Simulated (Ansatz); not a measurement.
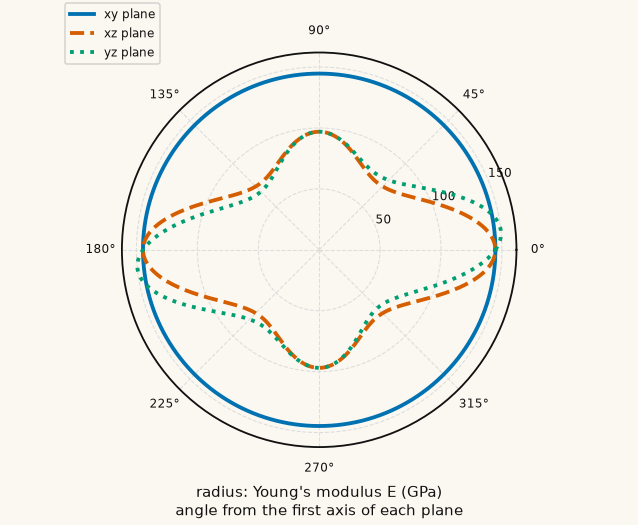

Plotted: Young's modulus as a function of direction in the xy, xz and yz planes for ZrS₂, space group P-3m1 (No. 164).

Structure:
```xyz
3
Lattice="3.5467 0.0000 0.0000 -1.7733 3.0715 0.0000 0.0000 0.0000 5.4397" Properties=species:S:1:pos:R:3 pbc="T T T"
Zr    0.0000    0.0000    0.0000
S     0.0000    2.0477    1.4736
S     1.7733    1.0238    3.9661
```

Method: elastic stress-strain coefficients at zero temperature from small strains of the given cell, Voigt order xx yy zz yz xz xy, Cartesian axes of the cell vectors; plane waves with PAW datasets, Γ-centred k mesh (Ansatz 0.2.0). Level: PBEsol, no spin polarisation.

| setting | value |
| --- | --- |
| wave cutoff | 420 eV |
| k mesh | 12×12×8 |
| occupations | Gaussian |
| smearing width | 0.01 eV |
| ions | relaxed |
| strain amplitude | 0.002 |

This calculation gives: bulk modulus 66.8 GPa, shear modulus 41.0 GPa, least Young's modulus over all directions 67.5 GPa and largest 149.9 GPa.

Now the cell is compressed by 7.4 % in volume, to 18.30 Å³/atom, with its shape relaxed. What happens?

The bulk modulus rises from 66.8 to 96.3 GPa (+44 %), the shear modulus rises from 41.0 to 51.5 GPa (+26 %), the least Young's modulus over all directions rises from 67.5 to 89.5 GPa (+33 %) and the largest rises from 149.9 to 170.3 GPa (+14 %). The shift of the bulk modulus amounts to a Grüneisen parameter of 4.78.

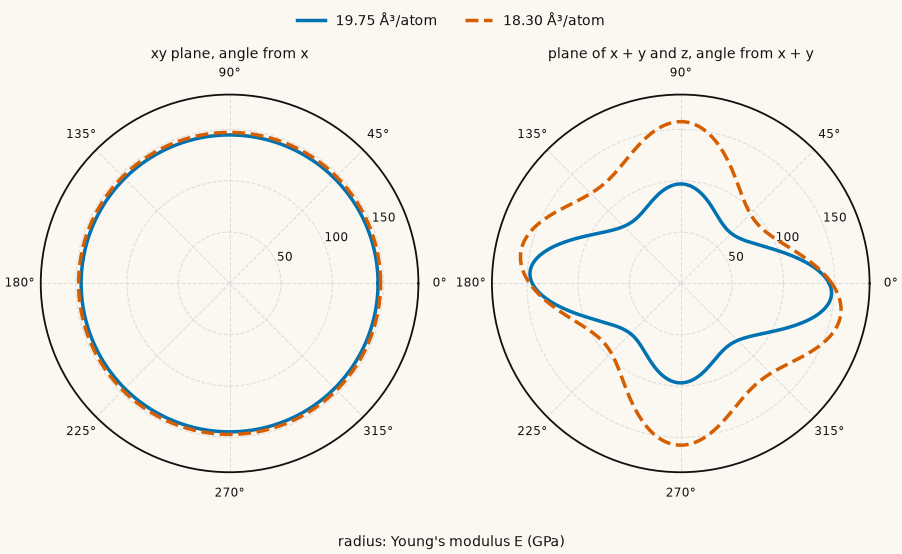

The two results together.

For 19.75 Å³/atom, limits of the calculation: a crossing between the sampled k points may be missed; gap may have closed between mesh points.

For 18.30 Å³/atom, limits of the calculation: metal sensitive to the k mesh; narrow smearing for a metal.
